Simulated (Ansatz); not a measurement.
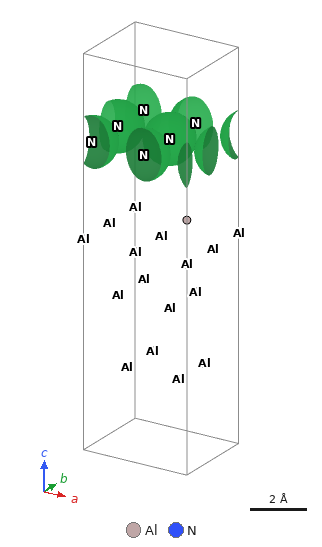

Figure. Al$_{3}$N (slab). Isosurfaces of the magnetisation density (up minus down) at +0.15 (green) and −0.15 e/Å³ (red), seen slightly off an axis.

A point of a scan over the structure, not its minimum; not relaxed (largest force 0.3 eV/Å); PAW files of the earlier set (soft_1); spin-polarised.

Level of theory: Ansatz 0.2.0, DFT PBE, scalar-relativistic, plane waves, PAW.

The density is the valence pseudo-density of a PAW calculation; it isn't the true density close to the nuclei.

Where is the spin, and how is it ordered?

Answer. The spin density sits on N: +2.7 μB in one cell of 4 atoms: a single local moment. The cell of the calculation (4 atoms) carries 2.8 μB of net spin moment. Only one sign reaches the isovalue.
